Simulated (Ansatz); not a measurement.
Mo22S43 (cell with a defect)

Mo22S43 (cell with a defect), 65 atoms, a = 8.43 Å, b = 11.48 Å, c = 14.81 Å, α = 90.00°, β = 90.00°, γ = 93.00°.

Computed without spin polarisation.

Computed with Ansatz, DFT PBE, scalar-relativistic, plane waves, PAW.

The density is the valence pseudo-density of a PAW calculation; it isn't the true density close to the nuclei.

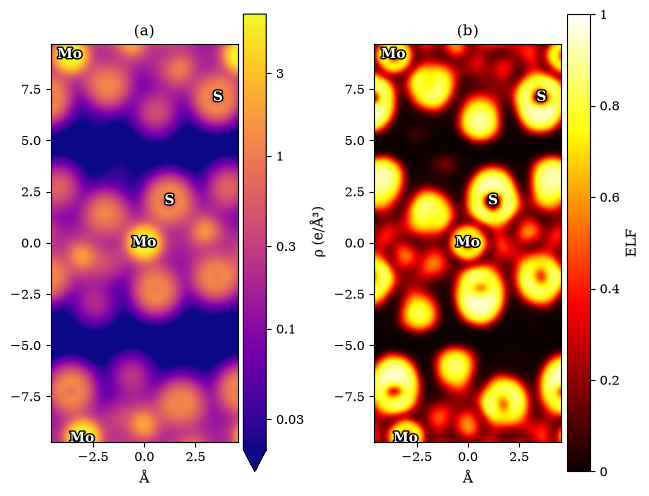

Figure 1. (a) valence charge density (pseudo); (b) ELF on the (011̄) plane of the calculation cell.

Interpret the plot.

Answer. The section cuts through Mo and S sites.
Atoms just off the plane (Mo, 0.8 Å away and S, 0.3 Å away) can leave unmarked features too.
Mo–S (2.40 Å): the density is about 0.61 e/Å³ at the midpoint; the ELF peaks at about 0.85 in the valence shell of S, 0.8 Å from its nucleus, and is about 0.45 at the midpoint.

Between the atoms the lowest density in this plane is 0.003 e/Å³.
The features right at Mo lie inside the PAW spheres, where the map follows smoothed inner orbitals and isn't to be read closely.

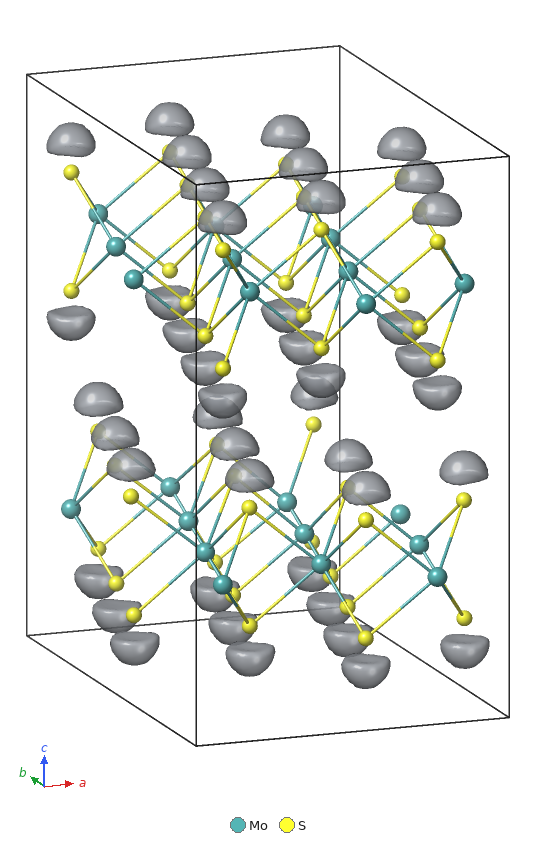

Figure 2. Isosurface of the electron localisation function at 0.9 (grey), seen slightly off an axis. Core shells and regions of very low density are left out. Sticks mark near contacts.

Identify the bonds, lone pairs and shells in this picture.

Answer. The surface consists of 43 lobes on S, pointing away from the bonds (lone pairs), counted in one cell of 65 atoms. Any copies at cell faces, edges or corners count once. Profiles from the grid: Mo–S (2.38 Å): the ELF peaks at about 0.85 in the valence shell of S, 0.8 Å from its nucleus, and is about 0.45 at the midpoint. Mo–S (2.42 Å): the ELF peaks at about 0.85 in the valence shell of S, 0.8 Å from its nucleus, and is about 0.45 at the midpoint.

Does the calculation give a band gap?

Answer. It is gapped, with a Kohn–Sham gap of 1.1 eV on the k-point mesh (the band edges may lie off the mesh, which would make the gap smaller).
